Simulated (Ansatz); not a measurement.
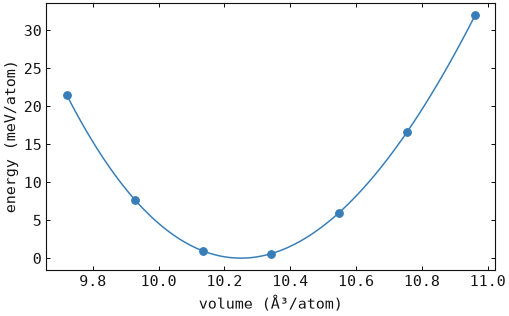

The plot gives the computed energy against volume for SiC, space group P6_3mc (No. 186).

Structure:
```yaml
crystal:
  lattice:
    - [3.07600, 0.00000, 0.00000]
    - [-1.53800, 2.66389, 0.00000]
    - [0.00000, 0.00000, 5.04800]
  atoms:
    - { symbol: Si, position: [0.66667, 0.33333, 0.50000] }
    - { symbol: Si, position: [0.33333, 0.66667, 0.00000] }
    - { symbol: C, position: [0.66667, 0.33333, 0.88500] }
    - { symbol: C, position: [0.33333, 0.66667, 0.38500] }
```

Method: plane-wave DFT, no spin polarisation; energies at scaled volumes of the given cell, shape and fractions fixed, counted from the fit's minimum, third-order Birch-Murnaghan fit (Ansatz 0.2.0). Level: r2SCAN with D3(BJ).

k mesh 10×10×5; occupations Fermi–Dirac; smearing width 0.05 eV; potentials Ansatz PAW; wave cutoff 500 eV; density cutoff 2000 eV.

From this curve and the settings, what does the calculation give for the pressure at the same points?

The pressure falls from 13.59 GPa at volume 9.72 Å³/atom to −13.63 GPa at 10.96 Å³/atom, and changes sign near 10.25 Å³/atom.

```tsv
volume (Å³/atom)	pressure (GPa)
9.72	13.59
9.93	7.87
10.13	2.68
10.34	-2.02
10.55	-6.27
10.75	-10.13
10.96	-13.63
```

Limits of the calculation: shape and atomic fractions are frozen while scaling, which makes layered, chain and framework solids too stiff.
